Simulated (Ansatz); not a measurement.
# Single-point calculation of Si

- system: Si (P6₃/mmc, 4 atoms in the cell)
- method: DFT, PBEsol, plane waves, PAW, no spin polarisation (Ansatz 0.2.0)

The structure derives from a Materials Project entry. Figures and captions count atoms from 1; the log counts them from 0 in places.

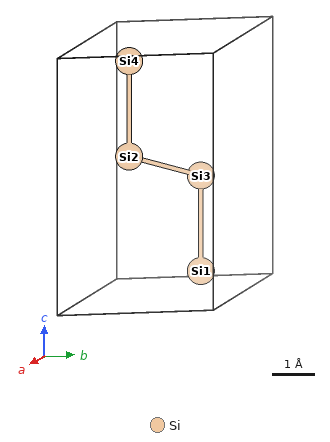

Figure 1. The structure (ball-and-stick view of the cell of the calculation, seen slightly off an axis; atoms are numbered from 1 in the order of the input). Near neighbours in the crystal (not all of them lie inside the picture): Si has 4 Si at 2.34 to 2.38 Å.

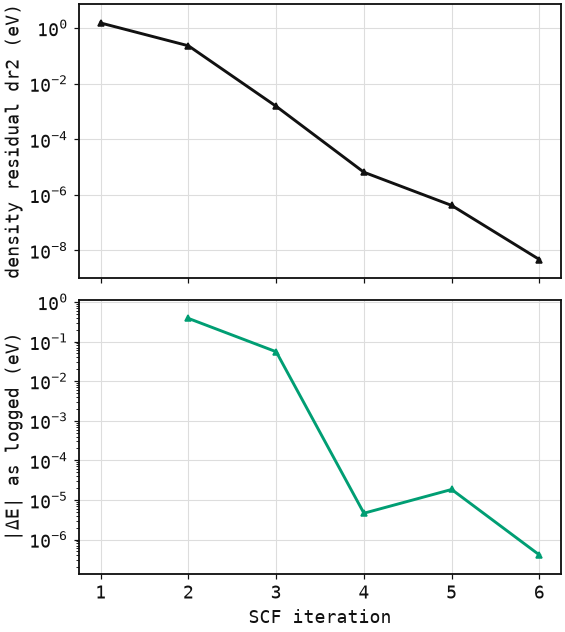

Figure 2. Convergence of the self-consistent field: density residual dr2 and size of the energy change against the SCF iteration. The residual falls at every step.

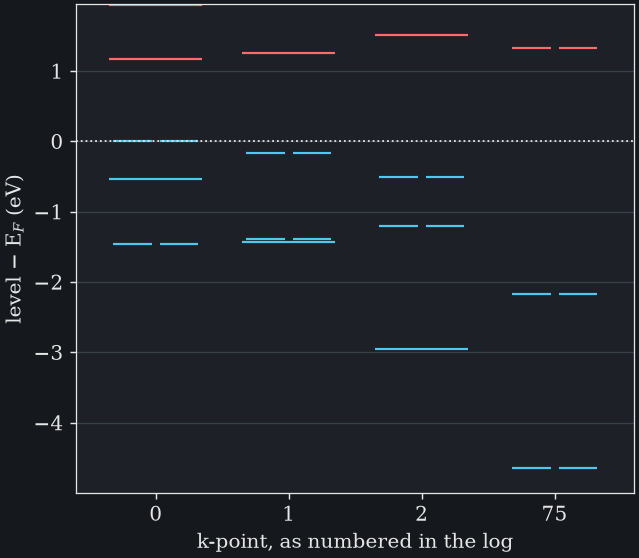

Figure 3. Kohn–Sham levels near the Fermi level (dotted) at the few k-points that the log prints; levels within 0.02 eV of each other stand side by side. Among these points the highest filled and lowest empty levels are 1.17 eV apart; the gap on the full mesh, 0.34 eV, has an edge at a point that isn't printed.

The input that produced these results follows, with the program's output.

### Input file
```yaml
crystal:
  lattice:
    - [3.7935114167, 0.0, 0.0]
    - [-1.8967557084, 3.2852772564, 0.0]
    - [0.0, 0.0, 6.3996430175]
  atoms:
    - { symbol: Si, position: [0.3333333333, 0.6666666667, 0.064321233] }
    - { symbol: Si, position: [0.6666666667, 0.3333333333, 0.564321233] }
    - { symbol: Si, position: [0.3333333333, 0.6666666667, 0.435678767] }
    - { symbol: Si, position: [0.6666666667, 0.3333333333, 0.935678767] }
basis:
  ecutwfc: 420
kpoints:
  mp_grid: { grid: [12, 12, 6] }
hamiltonian:
  xc: pbesol
scf:
  occupations: { method: tetrahedron }
  initial_density: { chi_scale: 0.1 }
output:
  forces: true
  eigenvalues: true
  stress: true
```

Launch command:
```bash
ansatz run input.yaml --threads 1 --pin off --max-ram 2560MiB --backend cpu --events-out ev --progress --plain --runs-dir out
```

### Output
```
Warning: output.forces, output.stress, relax.cell or npt_langevin: where a Kohn–Sham band that disperses or a degenerate level is filled in part under the method tetrahedron, the forces or the stress that this run publishes need not agree with its energy (scf.occupations.method in the input reference, under Limitations); prefer a smearing scheme for the forces or the stress
Engine: ansatz 0.2.0, x86_64-unknown-linux-gnu
Pseudopotentials: kind: paw
Pseudopotential: Si, paw, valence charge 4, recommended cutoff 420 eV (normal), Si.paw.azcp
Functional definition: PBEsol
  exchange = pbesol_x
  correlation = pbesol_c
Crystal: 4 atoms, lattice volume = 79.757 Å³
Basis set: ecut = 420 eV, 1557 PW (Γ), exchange–correlation on 54×54×90 points (8 copies of the dense FFT grid, shifted against one another)
Bands: 12, of which v1, the nominal top of the filled ones, is band 8 counted from 1 (7 counted from 0)
Symmetry: 24 space group operations
Space group: P63/mmc (ITA 194), of the structure as read, at distance tolerance 4.3e-5 Å
k-points: 76 of 864
Non-local potential: Si, projectors of the file, l = 0: 2, l = 1: 2, l = 2: 2
PAW form: soft (Blöchl's): semilocal exchange-correlation on the pseudo side does not see the compensation charge
PAW frozen core: Si, regenerated for the run's functional, and the local potential with it (the file was generated under x = pbe(κ = 0.804, μ = 0.2195149727645171), c = pbe(β = 0.06672455060314922))
PAW one-centre angular grid: Si, 110 points (default); XC on 64 Gauss nodes
Initial density: superposition of atomic densities (chi_scale 0.1, normalization cell)
Initial wavefunctions: pseudopotential atomic-orbital guess
Functional: x = pbesol(κ = 0.804, μ = 0.12345679012345678), c = pbesol(β = 0.046)
SCF iter   1: F=—  HF=-2486.360033 eV  |F-HF|=—  |Δ(HF+E_count)|=         —  Δρ=4.58e-2  dr2=1.52e0  ethr=3.10e-3  ⟨swp⟩=6.5  Hψ=6547  notcnv=0
preconditioner: auto → none  [insulator: Δε(μ)=0.726 eV  Ē_g=7.999 eV  n_scr=10 (ndim 8)  ℏωp=16.6 eV  f_vac=0.000  ε∞_Penn≈5.3]
SCF iter   2: F=—  HF=-2485.975810 eV  |F-HF|=—  |Δ(HF+E_count)|=   3.84e-1  Δρ=1.95e-2  dr2=2.30e-1  ethr=3.10e-3  ⟨swp⟩=3.0  Hψ=2407  notcnv=0
SCF iter   3: F=—  HF=-2485.920531 eV  |F-HF|=—  |Δ(HF+E_count)|=   5.53e-2  Δρ=1.76e-3  dr2=1.53e-3  ethr=1.44e-3  ⟨swp⟩=2.0  Hψ=1316  notcnv=0
SCF iter   4: F=—  HF=-2485.920536 eV  |F-HF|=—  |Δ(HF+E_count)|=   4.62e-6  Δρ=1.13e-4  dr2=6.52e-6  ethr=9.59e-6  ⟨swp⟩=2.2  Hψ=1610  notcnv=0
SCF iter   5: F=—  HF=-2485.920554 eV  |F-HF|=—  |Δ(HF+E_count)|=   1.84e-5  Δρ=3.29e-5  dr2=4.17e-7  ethr=4.07e-8  ⟨swp⟩=2.9  Hψ=1862  notcnv=0  defer=1
SCF iter   6: F=-2485.920554 eV  HF=-2485.920554 eV  |F-HF|=1.27e-9  |Δ(HF+E_count)|=   4.08e-7  Δρ=1.90e-6  dr2=4.73e-9  ethr=6.25e-10  ⟨swp⟩=4.1  Hψ=3053  notcnv=0
SCF 1 converged in 6 iterations: F = -2485.920554 eV  dr2 = 4.73e-9
  greatest PAW one-centre occupation: 0.637 electrons in one spin orbital (limit 2), on the Si atom at site 3 (counted from 0), in its partial waves of l = 0
SCF converged after 6 iterations
Stability not checked: this state was not tested for a lower state beside it, because cold or Methfessel-Paxton smearing, or corrected tetrahedra, fill the levels in a way that the test cannot read (fill_not_monotonic; see scf.lower_state_search)
Free energy (F): -2485.920554 eV
Harris-Foulkes:  -2485.920554 eV  (|F-HF|=1.27e-9)
Internal energy: -2485.920554 eV  (E = F + TS)
E sigma→0 (E₀):  -2485.920554 eV
Fermi energy:    6.535877 eV
--- Per-component energies (eV) ---
  E_band       = 18.053951
  E_kinetic    = 161.386570
  E_local      = -109.556124  (includes V_loc(G=0)·N_el)
  E_nonlocal   = 104.283955
  E_hartree    = 29.638374
  E_xc         = -218.801660
  E_vxc        = -187.434394  (∫ρ·V_xc dr)
  E_paw        = -1995.817499  (= ΣΔE_a)
  E_vpaw       = -9.902178  (= ΣTr[D̂ρ^β])
  E_aug_tail   = 0.000023  (compensation charges beyond the density's cutoff)
  E_ewald      = -457.180436
  E_core_change = 0.126243  (= ΣΔE_core)
  E_smearing   = -0.000000  (= −TS)
  E_closure    = -0.000000  (closes the sum)
  Σ components = -2485.920554   (vs F -2485.920554, Δ=0.00e0)
--- Forces (eV/Å), atoms counted from 1 ---
  atom   1  Si     0.00000000    -0.00000000    -0.00153429
  atom   2  Si     0.00000000     0.00000000    -0.00153429
  atom   3  Si     0.00000000    -0.00000000     0.00153429
  atom   4  Si     0.00000000     0.00000000     0.00153429
  max |Σ_I F_I| component: 7.86e-17 eV/Å
--- Stress (GPa, compression-positive) ---
        1.507909       0.000000       0.000000
        0.000000       1.507909       0.000000
        0.000000       0.000000      -1.837722
  P = ⅓ Tr σ = 0.3927 GPa (3.927 kbar)
--- Band table (eV; the first three rows and the last of 76) ---
  k-point 0: bands = ["-5.8043", "-3.5875", "-0.8608", "5.0740", "5.0740", "5.9971", "6.5359", "6.5359", "7.7069", "8.4731", "8.5335", "8.5335"]
  k-point 1: bands = ["-5.7165", "-3.8966", "-0.3842", "5.0996", "5.1415", "5.1415", "6.3764", "6.3764", "7.7926", "8.6794", "8.6794", "8.9861"]
  k-point 2: bands = ["-5.4563", "-4.4829", "0.7004", "3.5812", "5.3384", "5.3384", "6.0228", "6.0228", "8.0433", "8.8766", "9.0303", "9.0303"]
  k-point 75: bands = ["-2.2705", "-2.2705", "-0.9695", "-0.9695", "1.8981", "1.8981", "4.3728", "4.3728", "7.8662", "7.8662", "9.8300", "9.8300"]
```

### Key numbers

| quantity | value |
| --- | --- |
| outcome | converged |
| space group (tolerance 0.01 Å) | P6₃/mmc (194) |
| electrons treated | 16 |
| free energy | −2485.9206 eV |
| Fermi energy | 6.536 eV |
| gap on the k-point mesh | 0.34 eV |
| pressure | 0.39 GPa |
| largest force (length of the vector) | 0.002 eV/Å |
| hardware | 1 thread of Intel Xeon @ 2.50GHz (Skylake/Cascade Lake), 64 GiB of memory available, shared host |
| wall time | 3.7 s |
| peak memory | 0.39 GiB |

### Notes

Settings chosen away from the usual ones: hamiltonian.xc set to pbesol (from pbe); scf.occupations.width removed; scf.occupations.method set to tetrahedron (from gaussian); scf.initial_density.chi_scale set to 0.1.
